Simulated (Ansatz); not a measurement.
V₄Bi₄O₁₅ (charge +2): nudged elastic band (part 2 of 3)

The same run, continued: V₄Bi₄O₁₅ (defect cell, 23 atoms in the cell, total charge +2); DFT PBE, scalar-relativistic, plane waves, PAW, no spin polarisation (Ansatz 0.2.0); cutoff 420 eV, 2×2×2 k-mesh, Gaussian smearing of 0.02 eV. The structure derives from a Materials Project entry.

Geometry of the input (Å; fractional positions):
```
-2.5835  -2.5835  5.8875
-2.5835  -2.5835  -5.8875
5.1669  -5.1669  0.0000
V  0.0063  -0.0805  0.4194
V  0.4884  0.5042  0.0121
V  0.4881  0.0101  0.7475
V  -0.0153  0.4834  0.2774
Bi -0.0080  0.0199  -0.0192
Bi 0.4565  0.4915  0.5253
Bi 0.5159  -0.0027  0.2437
Bi -0.0232  0.5305  0.7865
O  1.2324  0.1193  0.4984
O  0.4491  0.6412  0.1928
O  0.2234  0.8769  0.8370
O  0.7214  0.3720  0.3296
O  0.5920  0.2824  0.7116
O  0.0989  0.7810  0.2587
O  0.8607  0.0073  0.2721
O  0.3470  0.5117  0.8151
O  0.6534  0.9936  0.9189
O  0.1087  0.4500  0.4689
O  0.8616  0.7519  0.5896
O  0.3773  0.2410  0.0794
O  0.5072  0.8846  0.5477
O  0.0121  0.3785  0.0703
O  0.7744  0.6367  0.9725
```

### Output, continued
```
NEB image 4
SCF 26 converged in 10 iterations: F = -69773.465604 eV  dr2 = 8.75e-8
NEB image 5
SCF 27 converged in 10 iterations: F = -69773.654446 eV  dr2 = 4.68e-8
NEB iter   5: max|band force component| = 4.222e-1 eV/Å  barrier→ = 0.7227 eV  barrier← = 0.5519 eV  CI = image 3  Δτ_max = 0.1171 Å  (54 SCF iters)
NEB image 1
SCF 28 converged in 10 iterations: F = -69773.802307 eV  dr2 = 6.61e-8
NEB image 2
SCF 29 converged in 12 iterations: F = -69773.603403 eV  dr2 = 5.83e-8
NEB image 3
SCF 30 converged in 12 iterations: F = -69773.238368 eV  dr2 = 9.22e-8
NEB image 4
SCF 31 converged in 11 iterations: F = -69773.512826 eV  dr2 = 7.28e-8
NEB image 5
SCF 32 converged in 10 iterations: F = -69773.665945 eV  dr2 = 9.72e-8
NEB iter   6: max|band force component| = 3.061e-1 eV/Å  barrier→ = 0.6906 eV  barrier← = 0.5198 eV  CI = image 3  Δτ_max = 0.0795 Å  (55 SCF iters)
NEB image 1
SCF 33 converged in 10 iterations: F = -69773.812036 eV  dr2 = 3.40e-8
NEB image 2
SCF 34 converged in 11 iterations: F = -69773.636459 eV  dr2 = 5.38e-8
NEB image 3
SCF 35 converged in 12 iterations: F = -69773.268237 eV  dr2 = 2.68e-8
NEB image 4
SCF 36 converged in 10 iterations: F = -69773.512069 eV  dr2 = 3.85e-8
NEB image 5
SCF 37 converged in 10 iterations: F = -69773.664886 eV  dr2 = 2.28e-8
NEB iter   7: max|band force component| = 2.630e-1 eV/Å  barrier→ = 0.6608 eV  barrier← = 0.4900 eV  CI = image 3  Δτ_max = 0.0701 Å  (53 SCF iters)
NEB image 1
SCF 38 converged in 9 iterations: F = -69773.810501 eV  dr2 = 6.54e-8
NEB image 2
SCF 39 converged in 11 iterations: F = -69773.634521 eV  dr2 = 5.78e-8
NEB image 3
SCF 40 converged in 12 iterations: F = -69773.280078 eV  dr2 = 5.49e-8
NEB image 4
SCF 41 converged in 10 iterations: F = -69773.507422 eV  dr2 = 8.45e-8
NEB image 5
SCF 42 converged in 10 iterations: F = -69773.658980 eV  dr2 = 3.32e-8
NEB iter   8: max|band force component| = 1.799e-1 eV/Å  barrier→ = 0.6489 eV  barrier← = 0.4781 eV  CI = image 3  Δτ_max = 0.0413 Å  (52 SCF iters)
NEB image 1
SCF 43 converged in 9 iterations: F = -69773.816048 eV  dr2 = 2.19e-8
NEB image 2
SCF 44 converged in 9 iterations: F = -69773.646865 eV  dr2 = 6.00e-8
NEB image 3
SCF 45 converged in 11 iterations: F = -69773.288329 eV  dr2 = 2.66e-8
NEB image 4
SCF 46 converged in 9 iterations: F = -69773.510270 eV  dr2 = 8.88e-8
NEB image 5
SCF 47 converged in 9 iterations: F = -69773.657386 eV  dr2 = 4.21e-8
NEB iter   9: max|band force component| = 1.200e-1 eV/Å  barrier→ = 0.6407 eV  barrier← = 0.4699 eV  CI = image 3  Δτ_max = 0.0371 Å  (47 SCF iters)
NEB image 1
SCF 48 converged in 9 iterations: F = -69773.814049 eV  dr2 = 1.37e-8
NEB image 2
SCF 49 converged in 9 iterations: F = -69773.634213 eV  dr2 = 4.99e-8
NEB image 3
SCF 50 converged in 9 iterations: F = -69773.293258 eV  dr2 = 9.20e-8
NEB image 4
SCF 51 converged in 10 iterations: F = -69773.519643 eV  dr2 = 2.25e-8
NEB image 5
SCF 52 converged in 9 iterations: F = -69773.658507 eV  dr2 = 3.18e-8
NEB iter  10: max|band force component| = 1.119e-1 eV/Å  barrier→ = 0.6357 eV  barrier← = 0.4650 eV  CI = image 3  Δτ_max = 0.0516 Å  (46 SCF iters)
NEB image 1
SCF 53 converged in 9 iterations: F = -69773.821719 eV  dr2 = 1.98e-8
NEB image 2
SCF 54 converged in 10 iterations: F = -69773.651014 eV  dr2 = 4.13e-8
NEB image 3
SCF 55 converged in 10 iterations: F = -69773.293052 eV  dr2 = 9.97e-8
NEB image 4
SCF 56 converged in 9 iterations: F = -69773.515825 eV  dr2 = 7.39e-8
NEB image 5
SCF 57 converged in 9 iterations: F = -69773.655794 eV  dr2 = 1.71e-8
NEB iter  11: max|band force component| = 1.471e-1 eV/Å  barrier→ = 0.6359 eV  barrier← = 0.4652 eV  CI = image 3  Δτ_max = 0.0191 Å  (47 SCF iters)
NEB image 1
SCF 58 converged in 7 iterations: F = -69773.821907 eV  dr2 = 7.33e-8
NEB image 2
SCF 59 converged in 9 iterations: F = -69773.646114 eV  dr2 = 2.40e-8
NEB image 3
SCF 60 converged in 9 iterations: F = -69773.296920 eV  dr2 = 7.02e-8
NEB image 4
SCF 61 converged in 9 iterations: F = -69773.516125 eV  dr2 = 2.22e-8
NEB image 5
SCF 62 converged in 8 iterations: F = -69773.655027 eV  dr2 = 8.64e-8
NEB iter  12: max|band force component| = 6.962e-2 eV/Å  barrier→ = 0.6321 eV  barrier← = 0.4613 eV  CI = image 3  Δτ_max = 0.0230 Å  (42 SCF iters)
NEB image 1
SCF 63 converged in 8 iterations: F = -69773.824549 eV  dr2 = 8.85e-8
NEB image 2
SCF 64 converged in 9 iterations: F = -69773.646726 eV  dr2 = 4.44e-8
NEB image 3
SCF 65 converged in 9 iterations: F = -69773.298139 eV  dr2 = 2.99e-8
NEB image 4
SCF 66 converged in 9 iterations: F = -69773.513432 eV  dr2 = 9.11e-8
NEB image 5
SCF 67 converged in 9 iterations: F = -69773.652584 eV  dr2 = 2.72e-8
NEB iter  13: max|band force component| = 4.633e-2 eV/Å  barrier→ = 0.6309 eV  barrier← = 0.4601 eV  CI = image 3  Δτ_max = 0.0115 Å  (44 SCF iters)
NEB image 3
SCF 68 converged in 9 iterations: F = -69773.299654 eV  dr2 = 4.07e-8
NEB iter  14: max|band force component| = 4.630e-2 eV/Å  barrier→ = 0.6293 eV  barrier← = 0.4586 eV  CI = image 3  Δτ_max = 0.0100 Å  (9 SCF iters)
NEB image 3
SCF 69 converged in 9 iterations: F = -69773.300651 eV  dr2 = 1.96e-8
NEB iter  15: max|band force component| = 4.626e-2 eV/Å  barrier→ = 0.6283 eV  barrier← = 0.4576 eV  CI = image 3  Δτ_max = 0.0102 Å  (9 SCF iters)
NEB image 3
SCF 70 converged in 9 iterations: F = -69773.301465 eV  dr2 = 2.40e-8
NEB iter  16: max|band force component| = 5.178e-2 eV/Å  barrier→ = 0.6275 eV  barrier← = 0.4567 eV  CI = image 3  Δτ_max = 0.0262 Å  (9 SCF iters)
NEB image 1
SCF 71 converged in 8 iterations: F = -69773.825606 eV  dr2 = 4.33e-8
NEB image 2
SCF 72 converged in 10 iterations: F = -69773.637123 eV  dr2 = 1.69e-8
NEB image 3
SCF 73 converged in 9 iterations: F = -69773.302094 eV  dr2 = 1.59e-8
NEB image 4
SCF 74 converged in 9 iterations: F = -69773.510118 eV  dr2 = 5.11e-8
NEB image 5
SCF 75 converged in 9 iterations: F = -69773.649696 eV  dr2 = 2.26e-8
NEB iter  17: max|band force component| = 8.608e-2 eV/Å  barrier→ = 0.6269 eV  barrier← = 0.4561 eV  CI = image 3  Δτ_max = 0.0128 Å  (45 SCF iters)
NEB image 1
SCF 76 converged in 9 iterations: F = -69773.826367 eV  dr2 = 1.15e-8
NEB image 2
SCF 77 converged in 9 iterations: F = -69773.632916 eV  dr2 = 2.21e-8
NEB image 3
SCF 78 converged in 8 iterations: F = -69773.302567 eV  dr2 = 6.73e-8
NEB image 4
SCF 79 converged in 8 iterations: F = -69773.510658 eV  dr2 = 7.44e-8
NEB image 5
SCF 80 converged in 7 iterations: F = -69773.649426 eV  dr2 = 6.79e-8
NEB iter  18: max|band force component| = 7.371e-2 eV/Å  barrier→ = 0.6264 eV  barrier← = 0.4556 eV  CI = image 3  Δτ_max = 0.0111 Å  (41 SCF iters)
NEB image 1
preconditioner: auto → Resta (q_TF=auto, 2.530 Å⁻¹)  ε∞=4.9  [insulator: Δε(μ)=2.372 eV  Ē_g=13.824 eV  σ=0.020 eV  W_gap=1.00  n_scr=82 (ndim 8)  ℏωp=27.1 eV  f_vac=0.052  D(μ)=0.00/eV (n_scr^D=0)  ε∞_Penn≈4.9]
SCF 81 converged in 9 iterations: F = -69773.827281 eV  dr2 = 1.29e-8
NEB image 2
preconditioner: auto → Resta (q_TF=auto, 2.530 Å⁻¹)  ε∞=4.9  [insulator: Δε(μ)=2.309 eV  Ē_g=13.820 eV  σ=0.020 eV  W_gap=1.00  n_scr=82 (ndim 8)  ℏωp=27.1 eV  f_vac=0.053  D(μ)=0.00/eV (n_scr^D=0)  ε∞_Penn≈4.9]
SCF 82 converged in 9 iterations: F = -69773.630782 eV  dr2 = 2.02e-8
NEB image 3
preconditioner: auto → Resta (q_TF=auto, 2.530 Å⁻¹)  ε∞=4.9  [insulator: Δε(μ)=2.188 eV  Ē_g=13.740 eV  σ=0.020 eV  W_gap=1.00  n_scr=82 (ndim 8)  ℏωp=27.1 eV  f_vac=0.053  D(μ)=0.00/eV (n_scr^D=0)  ε∞_Penn≈4.9]
SCF 83 converged in 9 iterations: F = -69773.302876 eV  dr2 = 1.03e-8
NEB image 4
preconditioner: auto → Resta (q_TF=auto, 2.530 Å⁻¹)  ε∞=4.9  [insulator: Δε(μ)=2.206 eV  Ē_g=13.814 eV  σ=0.020 eV  W_gap=1.00  n_scr=82 (ndim 8)  ℏωp=27.1 eV  f_vac=0.052  D(μ)=0.00/eV (n_scr^D=0)  ε∞_Penn≈4.9]
SCF 84 converged in 8 iterations: F = -69773.510318 eV  dr2 = 8.61e-8
NEB image 5
iter 1 solved again at ethr=7.74e-7 eV; its pass at ethr=3.10e-3 eV (dr2=1.55e-3 eV) is discarded
SCF iter   1: F=—  HF=-69773.649179 eV  |F-HF|=—  |Δ(HF+E_count)|=         —  Δρ=7.63e-4  dr2=1.56e-3  ethr=7.74e-7  ⟨swp⟩=3.8  Hψ=1675  notcnv=0
SCF iter   2: F=—  HF=-69773.648984 eV  |F-HF|=—  |Δ(HF+E_count)|=   1.95e-4  Δρ=4.67e-4  dr2=5.44e-4  ethr=7.74e-7  ⟨swp⟩=2.0  Hψ=828  notcnv=0
SCF iter   3: F=—  HF=-69773.648937 eV  |F-HF|=—  |Δ(HF+E_count)|=   4.73e-5  Δρ=3.02e-4  dr2=2.67e-4  ethr=2.72e-7  ⟨swp⟩=2.0  Hψ=692  notcnv=0
SCF iter   4: F=—  HF=-69773.648925 eV  |F-HF|=—  |Δ(HF+E_count)|=   1.16e-5  Δρ=1.64e-4  dr2=8.46e-5  ethr=1.33e-7  ⟨swp⟩=3.0  Hψ=867  notcnv=0
SCF iter   5: F=—  HF=-69773.648575 eV  |F-HF|=—  |Δ(HF+E_count)|=   3.50e-4  Δρ=4.52e-5  dr2=6.31e-6  ethr=4.23e-8  ⟨swp⟩=2.5  Hψ=720  notcnv=0
SCF iter   6: F=—  HF=-69773.648576 eV  |F-HF|=—  |Δ(HF+E_count)|=   1.21e-6  Δρ=1.64e-5  dr2=9.05e-7  ethr=3.16e-9  ⟨swp⟩=2.0  Hψ=828  notcnv=0
SCF iter   7: F=—  HF=-69773.648576 eV  |F-HF|=—  |Δ(HF+E_count)|=   6.22e-8  Δρ=7.37e-6  dr2=1.68e-7  ethr=4.53e-10  ⟨swp⟩=2.0  Hψ=680  notcnv=0
SCF iter   8: F=—  HF=-69773.648576 eV  |F-HF|=—  |Δ(HF+E_count)|=   7.92e-8  Δρ=5.79e-6  dr2=1.20e-7  ethr=5.00e-11  ⟨swp⟩=4.0  Hψ=1618  notcnv=0
SCF iter   9: F=-69773.648576 eV  HF=-69773.648576 eV  |F-HF|=4.90e-9  |Δ(HF+E_count)|=   1.51e-9  Δρ=2.18e-6  dr2=1.75e-8  ethr=5.00e-11  ⟨swp⟩=4.0  Hψ=1472  notcnv=0
SCF 85 converged in 9 iterations: F = -69773.648576 eV  dr2 = 1.75e-8
NEB image 1
NSCF: frozen V_eff on 4 k-points
NEB image 2
NSCF: frozen V_eff on 4 k-points
NEB image 4
NSCF: frozen V_eff on 4 k-points
NEB image 5
NSCF: frozen V_eff on 4 k-points
NEB image 3
NSCF: frozen V_eff on 4 k-points
the band table was solved once a step of the walk had ended and its energy, with any forces and stress, was formed, with the checks that follow a solve (1861 applications of the Hamiltonian). They found nothing against the state; the energy, forces and stress were not computed again (output.eigenvalues in the input reference)
NEB iter  19: max|band force component| = 4.519e-2 eV/Å  barrier→ = 0.6261 eV  barrier← = 0.4553 eV  CI = image 3  Δτ_max = 0.0000 Å  (44 SCF iters)
```

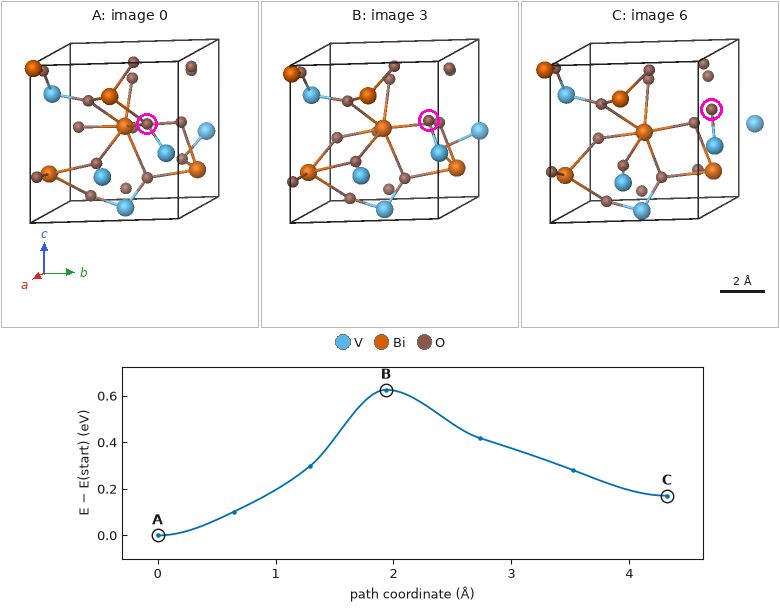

Fig. 1: Images of the last band (counted from 0; ball-and-stick, reduced simulation cell, seen slightly off an axis), with the moving atom and its periodic copies ringed, above the energy along the path; the line is a cubic interpolation that uses the forces. The highest image is number 3, 0.626 eV above the start and 0.455 eV above the end (the climbing image); the end lies 0.171 eV above the start. The path is 4.32 Å long, and O19 moves most (2.17 Å). The band converged in 19 iterations.

```
SCF converged after 9 iterations
Free energy (F): -69773.302876 eV
Harris-Foulkes:  -69773.302876 eV  (|F-HF|=6.26e-10)
Internal energy: -69773.302876 eV  (E = F + TS)
E sigma→0 (E₀):  -69773.302876 eV
Fermi energy:    8.885292 eV
--- Per-component energies (eV) ---
  E_band       = -1520.147807
  E_kinetic    = 5132.045957
  E_local      = -16623.950812  (includes V_loc(G=0)·N_el)
  E_nonlocal   = 2767.384459
  E_hartree    = 6136.918156
  E_xc         = -2215.229858
  E_vxc        = -2624.413401  (∫ρ·V_xc dr)
  E_paw        = -49454.701037  (= ΣΔE_a)
  E_vpaw       = -2445.085257  (= ΣTr[D̂ρ^β])
  E_aug_tail   = 0.035466  (compensation charges beyond the density's cutoff)
  E_ewald      = -15515.805205
  E_smearing   = -0.000000  (= −TS)
  E_closure    = -0.000000  (closes the sum)
  E_deformation_potential = 31.961800  (in the stress; not in F)
  Σ components = -69773.302876   (vs F -69773.302876, Δ=0.00e0)
--- Forces (eV/Å), atoms counted from 1 ---
  atom   1  V     -0.01177771    -0.01080423     0.00415176
  atom   2  V     -0.00456794     0.02988598     0.00342727
  atom   3  V     -0.00750092    -0.00922562    -0.01279271
  atom   4  V      0.01487413     0.00273013     0.00453007
  atom   5  Bi    -0.00720740    -0.00684569    -0.01110548
  atom   6  Bi     0.00367023     0.00717389    -0.00040775
  atom   7  Bi     0.00279821     0.00429957    -0.00222116
  atom   8  Bi    -0.00078458     0.00624135     0.00773607
  atom   9  O      0.00895974    -0.00621552    -0.00019100
  atom  10  O      0.01050493    -0.01154483    -0.00738741
  atom  11  O     -0.00177491    -0.00637509     0.00187748
  atom  12  O     -0.00623218    -0.00713884    -0.00151050
  atom  13  O      0.00430990     0.00048005     0.00489892
  atom  14  O     -0.01249552    -0.00598447    -0.00538611
  atom  15  O      0.00512652     0.00204705    -0.00209810
  atom  16  O      0.00353261    -0.00712132     0.00598201
  atom  17  O      0.00385524     0.00759624     0.00120803
  atom  18  O     -0.00156612     0.00633621     0.00089324
  atom  19  O      0.00208369     0.00549840     0.00248718
  atom  20  O     -0.00784786    -0.00339964    -0.00757856
  atom  21  O     -0.00029312     0.00342732     0.00702069
  atom  22  O      0.00134189     0.00124362     0.00254035
  atom  23  O      0.00094518    -0.00227359     0.00391077
  max |Σ_I F_I| component: 4.60e-5 eV/Å
--- Band table (eV) ---
  k-point 0: bands = ["-56.5984", "-56.4242", "-56.1772", "-56.1416", "-30.5876", "-30.5038", "-30.4101", "-30.4014", "-30.3546", "-30.2501", "-30.1308", "-30.0894", "-30.0858", "-30.0582", "-30.0546", "-30.0073", "-14.0487", "-13.9886", "-13.9103", "-13.8914", "-13.8790", "-13.8757", "-13.8580", "-13.8405", "-13.8340", "-13.8289", "-13.8214", "-13.8147", "-13.8016", "-13.7924", "-13.7899", "-13.7799", "-13.7466", "-13.7419", "-13.7306", "-13.7186", "-9.7597", "-9.5806", "-9.2641", "-9.0759", "-8.9558", "-8.8445", "-8.7141", "-8.5820", "-8.5606", "-8.4998", "-8.4606", "-8.3991", "-8.3075", "-8.2317", "-8.1456", "-1.4004", "-1.2607", "-0.9798", "-0.7606", "3.0491", "3.2425", "3.3020", "3.4590", "3.5734", "3.6193", "3.7550", "3.8633", "3.9901", "4.1687", "4.2857", "4.3364", "4.4264", "4.5146", "4.6206", "4.7731", "4.7925", "4.8600", "4.8899", "5.0336", "5.0746", "5.1375", "5.2464", "5.3593", "5.5012", "5.5916", "5.6769", "5.8457", "5.9133", "5.9360", "6.1341", "6.3329", "6.3906", "6.5011", "6.5723", "6.6220", "6.7221", "6.7896", "6.9260", "7.0187", "7.0811", "7.1716", "7.3919", "7.5242", "7.7907", "10.0235", "10.1930", "10.4119", "10.5400", "10.6574", "10.6992", "10.8998", "11.0187", "11.2261", "11.4697", "11.6353", "11.7582", "11.8384", "12.0321", "12.1960", "12.2545", "12.4445", "12.5206", "12.6281", "12.7941", "12.9337", "13.1919", "13.3787"]
  k-point 1: bands = ["-56.5984", "-56.4242", "-56.1772", "-56.1416", "-30.5876", "-30.5038", "-30.4101", "-30.4014", "-30.3546", "-30.2501", "-30.1308", "-30.0894", "-30.0858", "-30.0582", "-30.0546", "-30.0073", "-14.0487", "-13.9886", "-13.9092", "-13.8909", "-13.8841", "-13.8708", "-13.8604", "-13.8396", "-13.8332", "-13.8293", "-13.8202", "-13.8159", "-13.8013", "-13.7922", "-13.7907", "-13.7804", "-13.7467", "-13.7413", "-13.7310", "-13.7184", "-9.7860", "-9.5414", "-9.2891", "-9.0353", "-8.9226", "-8.8864", "-8.7348", "-8.6348", "-8.5304", "-8.4738", "-8.4577", "-8.4231", "-8.2946", "-8.2173", "-8.1539", "-1.4308", "-1.2424", "-0.9662", "-0.7605", "2.9935", "3.2476", "3.2816", "3.4508", "3.5813", "3.6444", "3.7749", "3.8545", "3.9687", "4.1369", "4.3296", "4.4151", "4.4685", "4.6002", "4.6671", "4.7044", "4.8209", "4.8873", "4.9173", "4.9691", "5.0610", "5.2088", "5.2930", "5.3689", "5.4618", "5.5730", "5.6253", "5.7341", "5.8369", "5.9988", "6.0601", "6.2021", "6.3126", "6.4026", "6.5218", "6.6276", "6.7532", "6.8810", "7.0019", "7.0542", "7.1731", "7.2575", "7.3693", "7.5508", "7.7483", "9.9799", "10.1239", "10.3774", "10.5434", "10.6889", "10.8562", "10.9077", "11.0206", "11.3189", "11.4227", "11.6995", "11.8182", "11.9109", "12.0786", "12.1556", "12.3261", "12.3667", "12.5418", "12.6671", "12.7712", "12.8069", "12.9827", "13.2390"]
  k-point 2: bands = ["-56.5984", "-56.4242", "-56.1772", "-56.1416", "-30.5876", "-30.5038", "-30.4101", "-30.4014", "-30.3546", "-30.2501", "-30.1308", "-30.0894", "-30.0858", "-30.0582", "-30.0546", "-30.0073", "-14.0494", "-13.9896", "-13.9100", "-13.8925", "-13.8804", "-13.8754", "-13.8577", "-13.8390", "-13.8362", "-13.8284", "-13.8205", "-13.8159", "-13.8012", "-13.7926", "-13.7901", "-13.7796", "-13.7473", "-13.7412", "-13.7312", "-13.7185", "-9.8803", "-9.5381", "-9.2096", "-9.0219", "-8.8316", "-8.7905", "-8.7389", "-8.6717", "-8.5862", "-8.5148", "-8.4655", "-8.4151", "-8.3033", "-8.2389", "-8.1633", "-1.4418", "-1.2429", "-0.9615", "-0.7340", "3.0941", "3.1407", "3.2428", "3.3909", "3.4717", "3.6780", "3.7836", "3.8461", "3.9880", "4.0602", "4.2196", "4.3158", "4.4122", "4.5573", "4.6554", "4.7690", "4.8549", "4.9216", "4.9962", "5.0614", "5.1233", "5.2374", "5.3269", "5.3906", "5.4646", "5.6271", "5.7095", "5.8086", "5.9623", "6.0285", "6.1292", "6.2459", "6.3306", "6.3964", "6.5326", "6.5877", "6.6949", "6.7967", "6.9425", "6.9687", "7.1260", "7.2094", "7.3208", "7.3928", "7.7218", "9.9966", "10.2352", "10.4799", "10.6760", "10.7615", "10.9186", "11.0831", "11.1666", "11.2555", "11.3305", "11.6186", "11.7648", "11.8915", "11.9392", "12.1679", "12.2286", "12.4205", "12.5343", "12.6267", "12.7003", "12.9325", "13.1684", "13.2686"]
```
